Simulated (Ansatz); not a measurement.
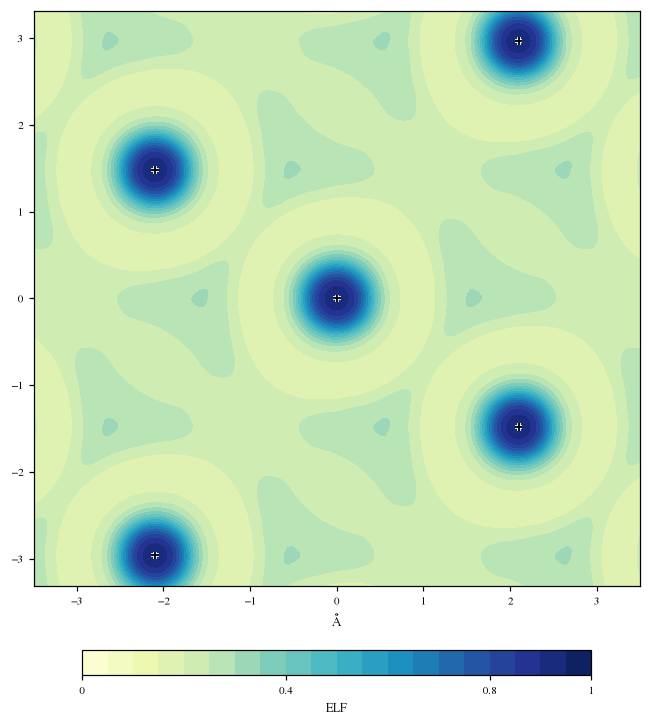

The ELF on a plane through atoms (crosses mark nuclei in the plane).

The calculation used DFT PBE, scalar-relativistic, plane waves, PAW (Ansatz).

Candidates:
A. Mg, a = 3.21 Å, b = 3.21 Å, c = 5.15 Å, α = 90.00°, β = 90.00°, γ = 120.00°. Space group P6₃/mmc; a structure from a database of computed crystals, not necessarily the ambient phase.
B. Cu, a = 6.29 Å, b = 6.29 Å, c = 6.29 Å, α = 109.47°, β = 109.47°, γ = 109.47°. Space group Fm-3m; a structure from a database of computed crystals, not necessarily the ambient phase; computed without spin polarisation.

Question: Which candidate gave the map?

Answer: Candidate B: Cu on the (100) plane of the calculation cell, which holds Cu. Cu–Cu (2.57 Å): the ELF is about 0.20 at the midpoint; no shared electron pair shows on this line.
